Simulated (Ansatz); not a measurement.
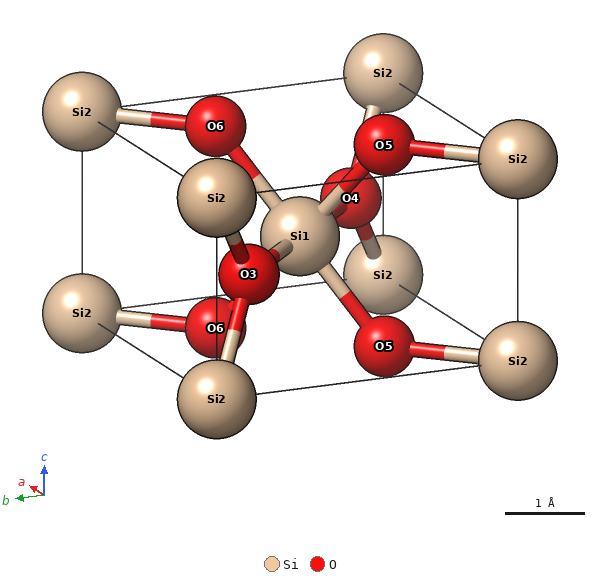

The structure as given in the input (ball-and-stick view of the cell of the calculation, seen at an oblique angle; atoms are numbered from 1 in the order of the input). An atom can appear more than once, as a periodic image. Near neighbours in the periodic cell (some may lie outside the picture): Si has 6 O at 1.76 to 1.81 Å; O has 3 Si at 1.76 to 1.81 Å.

# From SiO2 to SnO2

System: SiO2 (6 atoms in the cell).
Method of the first run: DFT r2SCAN, scalar-relativistic, plane waves, PAW, no spin polarisation (Ansatz 0.2.0).
System of the second run: SnO2 (P4₂/mnm, 6 atoms in the cell).

On the first run: The structure was made by swapping elements on the sites of another compound; it need not be a known phase. On the second run: The structure derives from a Materials Project entry. Text and figures count atoms from 1; the logs count them from 0 in places.

**Input, the first run**
```yaml
crystal:
  lattice:
    - [4.1843701738, 0.0, 0.0]
    - [0.0, 4.1843701738, 0.0]
    - [0.0, 0.0, 2.6684093863]
  atoms:
    - { symbol: Si, position: [0.5, 0.5, 0.5] }
    - { symbol: Si, position: [0.0, 0.0, 0.0] }
    - { symbol: O, position: [0.1937252771, 0.8062747229, 0.5] }
    - { symbol: O, position: [0.8062747229, 0.1937252771, 0.5] }
    - { symbol: O, position: [0.3062747229, 0.3062747229, 0.0] }
    - { symbol: O, position: [0.6937252771, 0.6937252771, 0.0] }
basis:
  ecutwfc: 500
kpoints:
  mp_grid: { grid: [6, 6, 8] }
hamiltonian:
  xc: r2scan
scf:
  occupations: { method: gaussian, width: 0.02 }
output:
  forces: true
  stress: true
  eigenvalues: true
relax:
  adjacent_minimum: "off"
  f_tol: 0.01
  max_steps: 60
  cell: { stress_tol: 0.1 }
```

Command:
```bash
ansatz run input.yaml --threads 2 --pin off --max-ram 5120MiB --backend cpu --events-out ev --progress --plain --runs-dir out
```

Hardware: 2 threads of Intel Xeon (Sapphire Rapids), 32 GiB of memory available, shared host.

**Output, shortened to warnings, some set-up lines, iterations and results (the first run)**
```
Basis set: ecut = 500 eV, 1177 PW (Γ), exchange–correlation on 128×128×80 points (64 copies of the dense FFT grid, shifted against one another)
Symmetry: 16 space group operations
k-points: 50 of 288
Initial density: superposition of atomic densities (neutral atoms: chi_scale 0, normalization atom), corrected by the library's trained network
[...]
SCF iter   1: F=—  HF=-3559.039219 eV  |F-HF|=—  |Δ(HF+E_count)|=         —  Δρ=1.18e-2  dr2=5.87e-2  dr2_τ=5.24e-1  ethr=1.77e-3  ⟨swp⟩=6.3  Hψ=6135  notcnv=0
SCF iter   2: F=—  HF=-3559.336041 eV  |F-HF|=—  |Δ(HF+E_count)|=   2.97e-1  Δρ=6.40e-3  dr2=7.23e-3  dr2_τ=1.53e-3  ethr=1.83e-4  ⟨swp⟩=3.0  Hψ=2717  notcnv=0  defer=85
SCF iter   3: F=—  HF=-3559.336880 eV  |F-HF|=—  |Δ(HF+E_count)|=   8.40e-4  Δρ=1.92e-3  dr2=6.51e-4  dr2_τ=1.10e-4  ethr=2.26e-5  ⟨swp⟩=3.0  Hψ=1898  notcnv=0  defer=85
SCF iter   4: F=—  HF=-3559.336934 eV  |F-HF|=—  |Δ(HF+E_count)|=   5.40e-5  Δρ=2.13e-4  dr2=1.15e-5  dr2_τ=1.38e-6  ethr=2.03e-6  ⟨swp⟩=2.4  Hψ=1775  notcnv=0  defer=85
SCF iter   5: F=—  HF=-3559.336933 eV  |F-HF|=—  |Δ(HF+E_count)|=   1.56e-6  Δρ=7.96e-5  dr2=2.43e-6  dr2_τ=1.30e-7  ethr=3.59e-8  ⟨swp⟩=2.0  Hψ=1716  notcnv=0  defer=85
[... 15 lines ...]
SCF iter   2: F=—  HF=-3559.337026 eV  |F-HF|=—  |Δ(HF+E_count)|=   1.11e-6  Δρ=1.02e-5  dr2=1.17e-8  dr2_τ=3.43e-9  ethr=1.97e-10  ⟨swp⟩=2.1  Hψ=1892  notcnv=0
SCF iter   3: F=—  HF=-3559.337026 eV  |F-HF|=—  |Δ(HF+E_count)|=   4.93e-9  Δρ=4.37e-6  dr2=2.41e-9  dr2_τ=4.25e-10  ethr=3.66e-11  ⟨swp⟩=2.8  Hψ=1930  notcnv=0
SCF iter   4: F=-3559.337026 eV  HF=-3559.337026 eV  |F-HF|=1.82e-12  |Δ(HF+E_count)|=   1.38e-9  Δρ=2.30e-7  dr2=1.14e-11  dr2_τ=2.04e-12  ethr=1.00e-12  ⟨swp⟩=3.3  Hψ=4731  …
SCF 4 converged in 4 iterations: F = -3559.337026 eV  dr2 = 1.14e-11
relax step   4: F+E_penalty+E_count = -3559.33702554 eV  Δ(F+E_penalty+E_count) = -1.938e-5 eV  max|allowed force component| = 3.610e-3 eV/Å  Δτ_max = 0.0000 Å  P = +0.004 …
basis re-selected at this cell: Δ(F+E_penalty+E_count) = -1.938e-5 eV, ΔP = -0.001 GPa vs the last step (what re-selecting the basis moved, of the pressure what is left beyond the Pulay correction that the steps carried, after the strain that the cell walked since its last selection, with what the …
SCF converged after 4 iterations
Free energy (F): -3559.337026 eV
Harris-Foulkes:  -3559.337026 eV  (|F-HF|=1.82e-12)
Internal energy: -3559.337026 eV  (E = F + TS)
E sigma→0 (E₀):  -3559.337026 eV
Fermi energy:    13.371034 eV
--- Per-component energies (eV) ---
  E_band       = 42.513599
  E_kinetic    = 820.124315
  E_local      = -1224.807443  (includes V_loc(G=0)·N_el)
  E_nonlocal   = 231.725464
  E_hartree    = 437.848280
  E_xc         = -404.026884
  E_vxc        = -533.686954  (∫ρ·V_xc dr)
  E_paw        = -1683.068228  (= ΣΔE_a)
  E_vpaw       = -158.447874  (= ΣTr[D̂ρ^β])
  E_aug_tail   = 0.004658  (compensation charges beyond the density's cutoff)
  E_vtau       = 31.904767  (kinetic-family band-sum trace: ∫τ·v_τ [+ j·A + Jᵃ·Aᵃ] dr)
  E_ewald      = -1736.856557
  E_core_change = -0.280630  (= ΣΔE_core)
  E_smearing   = -0.000000  (= −TS)
  E_closure    = 0.000000  (closes the sum)
  Σ components = -3559.337026   (vs F -3559.337026, Δ=0.00e0)
--- Forces (eV/Å), atoms counted from 1 ---
  atom   1  Si    -0.00000000     0.00000000    -0.00000000
  atom   2  Si    -0.00000000     0.00000000    -0.00000000
  atom   3  O      0.00361012    -0.00361012     0.00000000
  atom   4  O     -0.00361012     0.00361012    -0.00000000
  atom   5  O     -0.00361012    -0.00361012     0.00000000
  atom   6  O      0.00361012     0.00361012    -0.00000000
  max |Σ_I F_I| component: 2.60e-18 eV/Å
--- Stress (GPa, compression-positive) ---
       -0.035837       0.000000       0.000000
        0.000000      -0.035837       0.000000
        0.000000       0.000000       0.084196
  P = ⅓ Tr σ = 0.0042 GPa (0.042 kbar)
--- Relaxed structure (3 steps of the walk, 3 accepted, 1 SCFs on fresh bases) ---
  F+E_penalty+E_count = -3559.33702554 eV   max|allowed force component| = 3.610e-3 eV/Å   (the final SCF, on the basis selected at the relaxed cell)
  cell:  # Å, volume = 46.7518 Å³
    - [4.185791449572009, -1.7480602422711268e-35, 0.0]
    - [-1.7480602422711268e-35, 4.185791449572009, 0.0]
    - [0.0, 0.0, 2.6683501150911595]
[...]
```

The input of the second run differs as follows (lines with − go, lines with + come):
```diff
-    - [4.1843701738, 0.0, 0.0]
-    - [0.0, 4.1843701738, 0.0]
-    - [0.0, 0.0, 2.6684093863]
+    - [4.764818045, 0.0, 0.0]
+    - [0.0, 4.764818045, 0.0]
+    - [0.0, 0.0, 3.20749977]
-    - { symbol: Si, position: [0.5, 0.5, 0.5] }
-    - { symbol: Si, position: [0.0, 0.0, 0.0] }
-    - { symbol: O, position: [0.1937252771, 0.8062747229, 0.5] }
-    - { symbol: O, position: [0.8062747229, 0.1937252771, 0.5] }
-    - { symbol: O, position: [0.3062747229, 0.3062747229, 0.0] }
-    - { symbol: O, position: [0.6937252771, 0.6937252771, 0.0] }
+    - { symbol: Sn, position: [0.5, 0.5, 0.5] }
+    - { symbol: Sn, position: [0.0, 0.0, 0.0] }
+    - { symbol: O, position: [0.1940277, 0.8059723, 0.5] }
+    - { symbol: O, position: [0.8059723, 0.1940277, 0.5] }
+    - { symbol: O, position: [0.3059723, 0.3059723, 0.0] }
+    - { symbol: O, position: [0.6940277, 0.6940277, 0.0] }
-  f_tol: 0.01
-  max_steps: 60
-  cell: { stress_tol: 0.1 }
+  f_tol: 0.005
+  max_steps: 80
+  cell: { stress_tol: 0.05 }
```

What does this change do to the results?

The total energies belong to different systems, so their difference says nothing on which is more stable or more accurate. The gap on the mesh goes from 6.51 to 1.77 eV. The volume per atom goes from 7.79 to 12.08 Å³. The SCF takes 21 iterations over all geometry steps against 17. On the same kind of shared host the second run took about 2.5 times as long.

**Output, shortened to warnings, some set-up lines, iterations and results (the second run)**
```
Basis set: ecut = 500 eV, 1883 PW (Γ), exchange–correlation on 144×144×96 points (64 copies of the dense FFT grid, shifted against one another)
Symmetry: 16 space group operations
k-points: 50 of 288
Initial density: superposition of atomic densities (neutral atoms: chi_scale 0, normalization atom), corrected by the library's trained network
[...]
SCF iter   1: F=—  HF=-14352.325652 eV  |F-HF|=—  |Δ(HF+E_count)|=         —  Δρ=1.03e-2  dr2=5.62e-2  dr2_τ=2.66e-1  ethr=1.77e-3  ⟨swp⟩=6.3  Hψ=7029  notcnv=0  defer=1
SCF iter   2: F=—  HF=-14352.427928 eV  |F-HF|=—  |Δ(HF+E_count)|=   1.02e-1  Δρ=6.11e-3  dr2=1.50e-2  dr2_τ=1.01e-3  ethr=1.08e-4  ⟨swp⟩=2.8  Hψ=3081  notcnv=0  defer=91
SCF iter   3: F=—  HF=-14352.426929 eV  |F-HF|=—  |Δ(HF+E_count)|=   9.99e-4  Δρ=8.39e-4  dr2=4.92e-4  dr2_τ=1.06e-4  ethr=2.88e-5  ⟨swp⟩=2.0  Hψ=1718  notcnv=0  defer=91
SCF iter   4: F=—  HF=-14352.427017 eV  |F-HF|=—  |Δ(HF+E_count)|=   8.77e-5  Δρ=3.01e-4  dr2=4.78e-5  dr2_τ=4.91e-6  ethr=9.47e-7  ⟨swp⟩=2.1  Hψ=2284  notcnv=0  defer=91
SCF iter   5: F=—  HF=-14352.427024 eV  |F-HF|=—  |Δ(HF+E_count)|=   7.55e-6  Δρ=1.15e-4  dr2=1.16e-5  dr2_τ=6.72e-7  ethr=9.19e-8  ⟨swp⟩=2.0  Hψ=2270  notcnv=0  defer=91
[... 19 lines ...]
SCF iter   2: F=—  HF=-14352.427949 eV  |F-HF|=—  |Δ(HF+E_count)|=   1.80e-7  Δρ=6.77e-6  dr2=3.83e-9  dr2_τ=3.62e-9  ethr=2.92e-11  ⟨swp⟩=3.3  Hψ=3255  notcnv=0
SCF iter   3: F=—  HF=-14352.427949 eV  |F-HF|=—  |Δ(HF+E_count)|=   7.00e-9  Δρ=1.42e-6  dr2=7.64e-10  dr2_τ=2.50e-10  ethr=7.37e-12  ⟨swp⟩=2.0  Hψ=2397  notcnv=0
SCF iter   4: F=-14352.427949 eV  HF=-14352.427949 eV  |F-HF|=0.00e0  |Δ(HF+E_count)|=  4.91e-11  Δρ=2.53e-7  dr2=2.87e-11  dr2_τ=4.90e-12  ethr=1.00e-12  ⟨swp⟩=4.0  Hψ=6832  …
SCF 4 converged in 4 iterations: F = -14352.427949 eV  dr2 = 2.87e-11
relax step   4: F+E_penalty+E_count = -14352.42794931 eV  Δ(F+E_penalty+E_count) = +1.642e-4 eV  max|allowed force component| = 2.793e-3 eV/Å  Δτ_max = 0.0000 Å  P = +0.027 …
basis re-selected at this cell: Δ(F+E_penalty+E_count) = +1.642e-4 eV, ΔP = +0.002 GPa vs the last step (what re-selecting the basis moved, of the pressure what is left beyond the Pulay correction that the steps carried, after the strain that the cell walked since its last selection, with what the …
SCF converged after 4 iterations
Free energy (F): -14352.427949 eV
Harris-Foulkes:  -14352.427949 eV  (|F-HF|=0.00e0)
Internal energy: -14352.427949 eV  (E = F + TS)
E sigma→0 (E₀):  -14352.427949 eV
Fermi energy:    9.767916 eV
--- Per-component energies (eV) ---
  E_band       = -164.805017
  E_kinetic    = 1085.763689
  E_local      = -2885.061032  (includes V_loc(G=0)·N_el)
  E_nonlocal   = 131.543725
  E_hartree    = 1501.907375
  E_xc         = -1035.816802
  E_vxc        = -622.686548  (∫ρ·V_xc dr)
  E_paw        = -8986.297862  (= ΣΔE_a)
  E_vpaw       = -917.480181  (= ΣTr[D̂ρ^β])
  E_aug_tail   = 0.003906  (compensation charges beyond the density's cutoff)
  E_vtau       = 39.296653  (kinetic-family band-sum trace: ∫τ·v_τ [+ j·A + Jᵃ·Aᵃ] dr)
  E_ewald      = -4165.813824
  E_core_change = 1.342876  (= ΣΔE_core)
  E_smearing   = -0.000000  (= −TS)
  E_closure    = 0.000000  (closes the sum)
  Σ components = -14352.427949   (vs F -14352.427949, Δ=0.00e0)
--- Forces (eV/Å), atoms counted from 1 ---
  atom   1  Sn    -0.00000000     0.00000000     0.00000000
  atom   2  Sn     0.00000000    -0.00000000     0.00000000
  atom   3  O      0.00279296    -0.00279296     0.00000000
  atom   4  O     -0.00279296     0.00279296     0.00000000
  atom   5  O     -0.00279296    -0.00279296     0.00000000
  atom   6  O      0.00279296     0.00279296     0.00000000
  max |Σ_I F_I| component: 0.00e0 eV/Å
--- Stress (GPa, compression-positive) ---
        0.045926       0.000000       0.000000
        0.000000       0.045926       0.000000
        0.000000       0.000000      -0.011580
  P = ⅓ Tr σ = 0.0268 GPa (0.268 kbar)
--- Relaxed structure (3 steps of the walk, 3 accepted, 1 SCFs on fresh bases) ---
  F+E_penalty+E_count = -14352.42794931 eV   max|allowed force component| = 2.793e-3 eV/Å   (the final SCF, on the basis selected at the relaxed cell)
  cell:  # Å, volume = 72.5087 Å³
    - [4.759200564851941, 2.746905554911793e-35, 0.0]
    - [1.3734527774558966e-34, 4.759200564851941, 0.0]
[...]
```

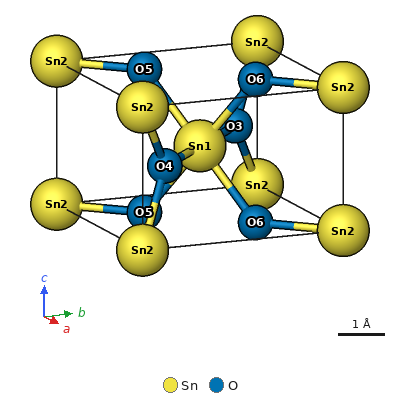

The input structure of the second run (ball-and-stick view of the cell of the calculation, seen slightly off an axis; atoms are numbered from 1 in the order of the input). An atom can appear more than once, as a periodic image.

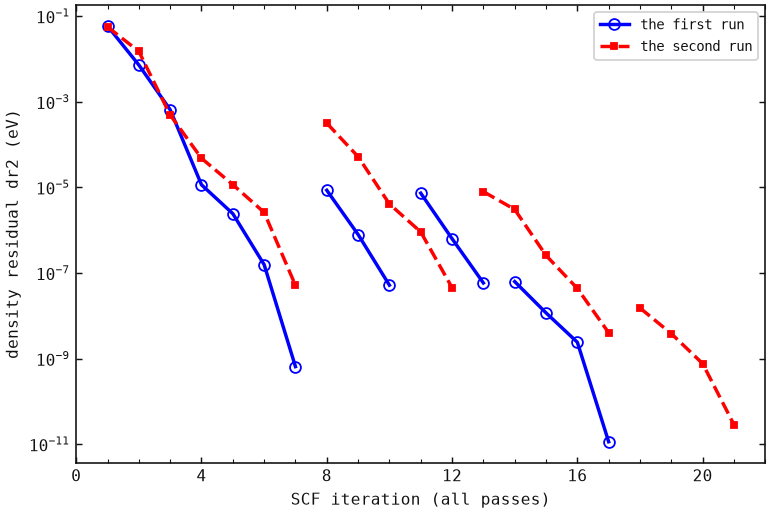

Convergence of the two runs: density residual dr2 against the SCF iteration. A break in a curve parts two SCF passes. The first run takes 17 iterations in all, and the second run takes 21.

**The two runs side by side**

| quantity | the first run | the second run |
| --- | --- | --- |
| outcome | converged | converged |
| free energy per atom (eV) | −593.2228 | −2392.0713 |
| gap on the mesh (eV) | 6.51 | 1.77 |
| pressure (GPa) | 0.00 | 0.03 |
| volume per atom (Å³) | 7.79 | 12.08 |
| largest force (eV/Å) | 0.005 | 0.004 |
| SCF iterations | 17 | 21 |
| irreducible k-points | 50 | 50 |
| wall time (shared host) | 8.8 s | 22 s |
